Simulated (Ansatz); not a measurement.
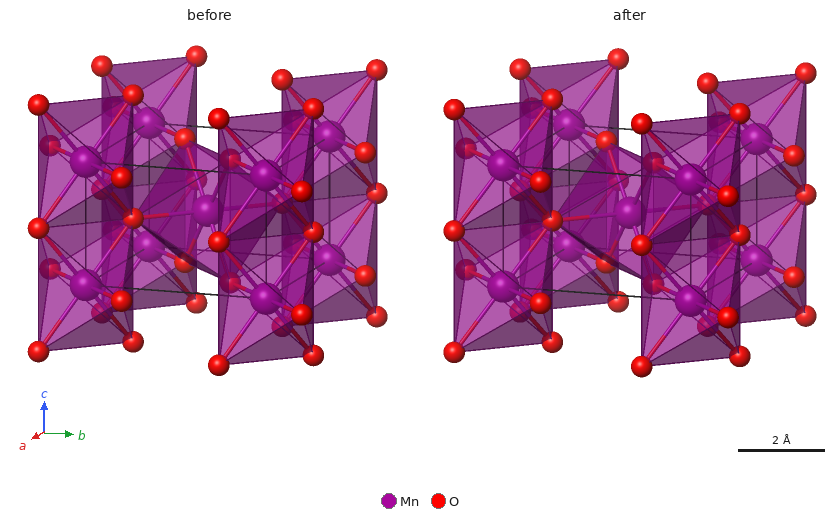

Left: a crystal of MnO2 (set up in P4_2/mnm). Right: the same structure after one change, at the same scale. Style: polyhedral. Shown: the cell of the calculation, slightly off an axis.

Method: DFT PBE+U, scalar-relativistic, plane waves, PAW in Ansatz. Settings: plane-wave cutoff 420 eV; k-point mesh 8 × 8 × 12; occupations gaussian; smearing width 0.1 eV; U Mn 3.9 eV; collinear spin.

> What distinguishes the right structure from the left one?

Biaxial strain in the a–b plane, +4.0 %, is applied. The c axis and the atoms are relaxed.

> And its effect?

Energy change: +29.7 meV per atom. The pressure goes from 0.0 to −7.1 GPa. The principal stresses (compression positive) are 0.0 GPa along c and −10.7 GPa across it. The absolute magnetisation per cell goes from 7.08 to 7.54 μB (net moment 6.06 and 6.02 μB). Cell: a = b 4.456 → 4.634 Å (+4.0 %), c 2.943 → 2.897 Å (−1.6 %). Volume +6.5 %. No atom moves by more than 0.005 Å relative to the cell. Among the bonded contacts that change: Mn–O 1.929 → 2.009 Å, Mn–O 1.913 → 1.925 Å. The space group stays P4_2/mnm (No. 136).
